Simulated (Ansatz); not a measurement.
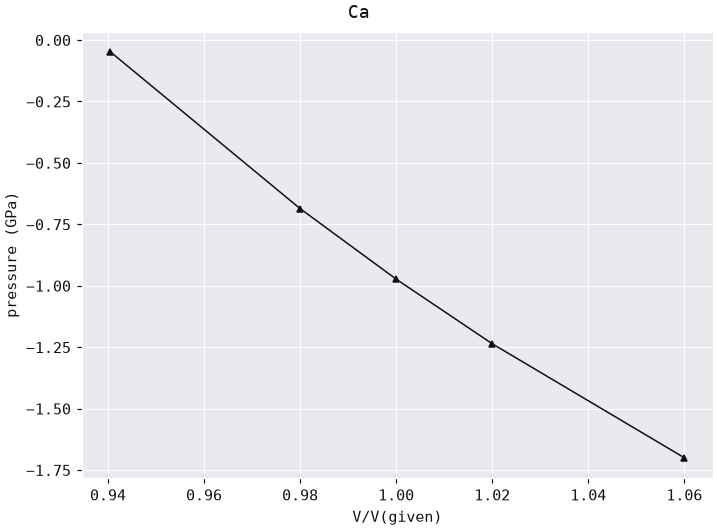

The figure shows the pressure against V/V(given) for Ca, space group Im-3m (No. 229).

The given structure:
```yaml
crystal:
  lattice:
    - [-2.24000, 2.24000, 2.24000]
    - [2.24000, -2.24000, 2.24000]
    - [2.24000, 2.24000, -2.24000]
  atoms:
    - { symbol: Ca, position: [0.00000, 0.00000, 0.00000] }
```

Computed with Ansatz 0.2.0: periodic Kohn-Sham DFT of a crystal at fixed atoms, scaled to the stated factor times the given cell; pressure positive in compression. Level: PBE.

method frozen-core PAW; relativity scalar; k mesh 10×10×10; occupations Fermi–Dirac; smearing width 0.05 eV; wave cutoff 420 eV; PAW set soft_2.

V(given) is 44.96 Å³/atom.

Question: Read off the course of the pressure.

Answer: It falls from −0.048 GPa at V/V(given) 0.941 to −1.700 GPa at 1.060.

Limits of the calculation: the volumes run don't bracket the minimum of the energy, so any equilibrium value is extrapolated.
